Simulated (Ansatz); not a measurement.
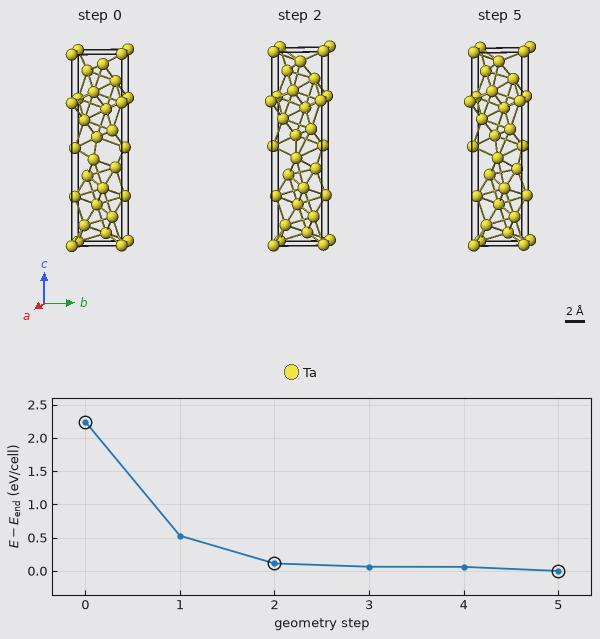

Frames of a relaxation of an interface cell of composition Ta, marked on the history of the run. Style: ball-and-stick. Shown: the cell of the calculation, slightly off an axis.

Case: symmetric tilt boundary Sigma 5 (3 1 0), mirror on a plane, shift [0.5, 0].

Method: DFT PBE, scalar-relativistic, plane waves, PAW (Ansatz).

Input file:
```yaml
crystal:
  lattice:
    - [3.3187896401, 0.0, 0.0]
    - [-1.6593948201, 5.2474671689, 0.0]
    - [0.0, 0.0, 21.2898686755]
  atoms:
    - { symbol: Ta, position: [0.0, 0.0, 0.0] }
    - { symbol: Ta, position: [0.3, 0.6, 0.0492954395] }
    - { symbol: Ta, position: [0.2, 0.4, 0.1971817581] }
    - { symbol: Ta, position: [0.1, 0.2, 0.3450680767] }
    - { symbol: Ta, position: [0.4, 0.8, 0.3943635162] }
    - { symbol: Ta, position: [0.6, 0.2, 0.098590879] }
    - { symbol: Ta, position: [0.9, 0.8, 0.1478863186] }
    - { symbol: Ta, position: [0.5, 0.0, 0.2464771976] }
    - { symbol: Ta, position: [0.8, 0.6, 0.2957726371] }
    - { symbol: Ta, position: [0.7, 0.4, 0.4436589557] }
    - { symbol: Ta, position: [0.8, 0.6, 0.9436589557] }
    - { symbol: Ta, position: [0.7, 0.4, 0.7957726371] }
    - { symbol: Ta, position: [0.6, 0.2, 0.6478863186] }
    - { symbol: Ta, position: [0.9, 0.8, 0.598590879] }
    - { symbol: Ta, position: [0.1, 0.2, 0.8943635162] }
    - { symbol: Ta, position: [0.4, 0.8, 0.8450680767] }
    - { symbol: Ta, position: [1.0, 0.0, 0.7464771976] }
    - { symbol: Ta, position: [0.3, 0.6, 0.6971817581] }
    - { symbol: Ta, position: [0.2, 0.4, 0.5492954395] }
    - { symbol: Ta, position: [0.5, 0.0, 0.5] }
basis:
  ecutwfc: 420
kpoints:
  mp_grid: { grid: [10, 10, 2] }
hamiltonian:
  xc: pbe
scf:
  occupations: { method: gaussian, width: 0.1 }
output:
  forces: true
  stress: true
  eigenvalues: true
  populations: true
  write_density: true
  write_potential: true
  elf: true
  volumetric_format: npy
relax:
  adjacent_minimum: "off"
  f_tol: 0.02
  max_steps: 60
  cell: { fix: [a, b, alpha, beta, gamma], stress_tol: 0.1 }
```

Run as
```bash
ansatz run input.yaml --threads 4 --pin off --max-ram 11264MiB --backend cpu --events-out ev --progress --plain --runs-dir out
```

Q: Describe the path.

A: The run was cut off at its time limit before the relaxation converged, so the last structure is only a point on the way. The largest moves relative to the cell, 0.47 Å, are those of Ta10 and Ta11. Ta11 goes roughly along [−1 −2 0]. The drawn cell changes as follows: a unchanged at 3.319 Å, b unchanged at 5.504 Å, c 21.290 → 21.481 Å (+0.9 %); the volume changes by +0.9 %. Near-neighbour distances that change, for instance: Ta10–Ta20 2.418 → 3.035 Å, Ta10–Ta20 (another image) 3.756 → 3.185 Å, Ta10–Ta14 3.910 → 3.514 Å, Ta11–Ta15 3.319 → 3.708 Å. Over 5 geometry steps the energy falls by 2.245 eV per cell of the calculation. Largest force component: 3.4 eV/Å at the start, 0.14 eV/Å at the end. Pressure: 2.66 GPa at the start and −0.57 GPa at the end. From step 0 to 2: Ta atoms move most (0.31 Å), volume +1.1 %, energy −2.132 eV per cell of the calculation. From step 2 to 5: Ta atoms move most (0.17 Å), volume −0.2 %, energy −0.113 eV per cell of the calculation.
